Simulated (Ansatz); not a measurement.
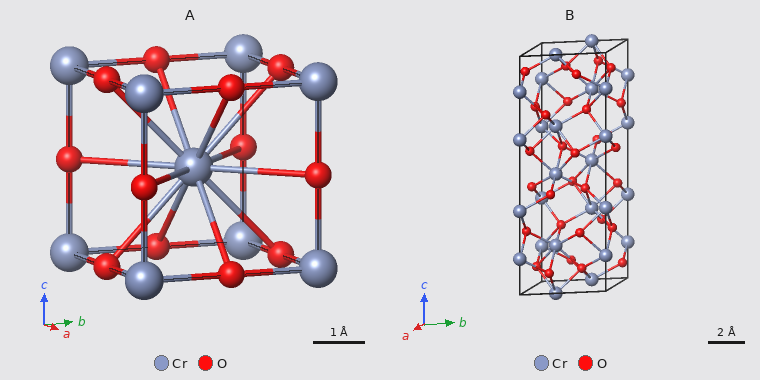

Two structures of Cr2O3, each relaxed to rest (conventional cells in solid outline, small ones repeated, not to one scale). Method: Ansatz 0.2.0, DFT PBE, scalar-relativistic, plane waves, PAW, with collinear spins.

> Which structures are these?

A: 5 atoms a cell on a primitive cubic lattice, Pm-3m. B: corundum, R-3c.

> Which structure is more stable?

B is lower, by 729 meV/atom at this level of theory (energies at zero smearing). Volumes: A 10.4, B 9.9 Å³/atom.

One or both may be structure types tried for this composition rather than known phases.
